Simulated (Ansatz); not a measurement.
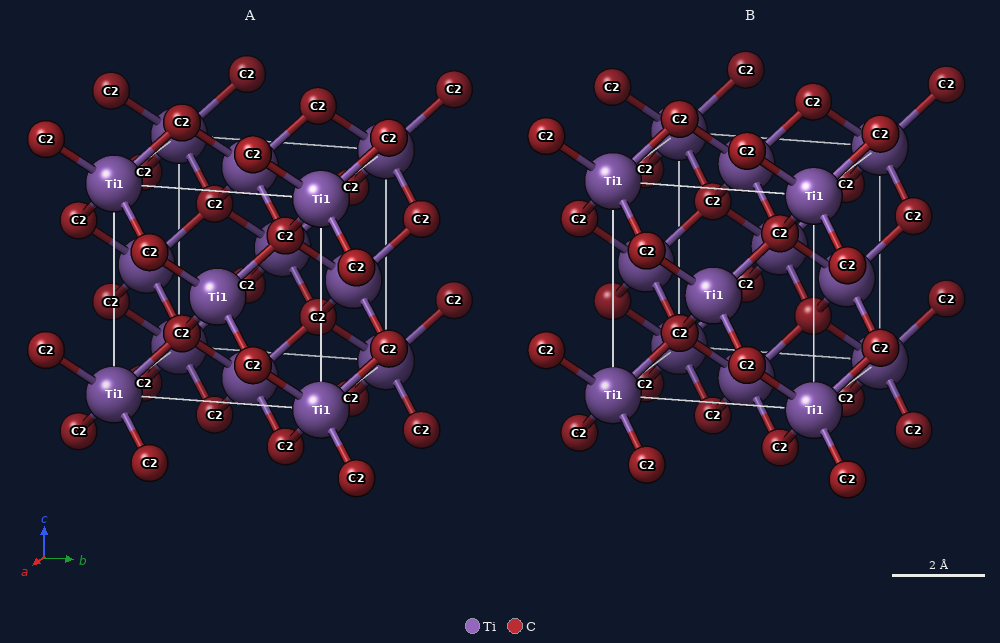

Two geometries of a crystal of TiC (a generated structure, set up in F-43m): one is the relaxed structure, the other was perturbed away from it. The picture is a ball-and-stick view of the conventional cell (4 times the calculation's cell), seen slightly off an axis. Lengths and directions refer to the drawn axes.

The calculation used DFT, PBE, PAW with Ansatz's default frozen-core files, scalar-relativistic in Ansatz. (plane-wave cutoff 420 eV; k-point mesh 15 × 15 × 15; occupations fermi dirac; smearing width 0.05 eV; no spin polarisation)

Q: Which is the distorted one, and what does the distortion cost?

A: Structure B is the perturbed one. The cell is strained by −3.0 % along b and +1.5 % across it (volume 0.0 %), the atoms keeping their fractional coordinates. No relaxation follows. Energy change: +1.8 meV per atom. The pressure goes from 0.0 to −0.2 GPa. The principal stresses (compression positive) are 0.7 GPa along b and −0.6 GPa across it. All forces vanish by symmetry. The space group (tolerance 0.01 Å) goes from F-43m (No. 216) to I-4m2 (No. 119).
